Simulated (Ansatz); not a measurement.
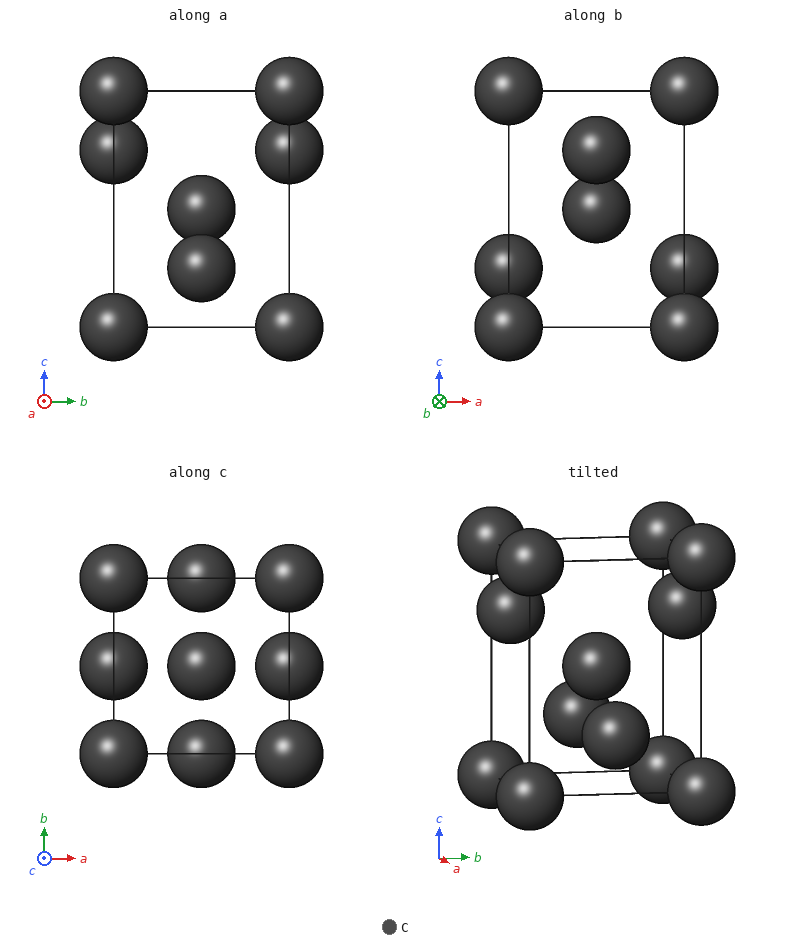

Shown here is a spheres-only view of the crystal, taken along the a axis, along the b axis, along the c axis and slightly off an axis. The edges of the conventional unit cell are marked.

Lattice parameters: a = 2.517 Å, b = 2.517 Å, c = 3.382 Å, α = 90.00°, β = 90.00°, γ = 90.00°.

**Write down what is shown as a table of Wyckoff sites.**

Space group I4_1/amd:1 (No. 141).
```json
{"atom": "C", "site": "4a", "x": "0.0000", "y": "0.0000", "z": "0.0000"}
```

The model was built from a structure type filled with this element by a generator (whether the element takes this form wasn't checked). The cell was then strained or its atoms displaced on purpose. It was run through Ansatz as a DFT input.

At this level of theory the cell isn't at rest (compressed, at 25 GPa), so its distances can differ from those at equilibrium, the more so the softer the solid.
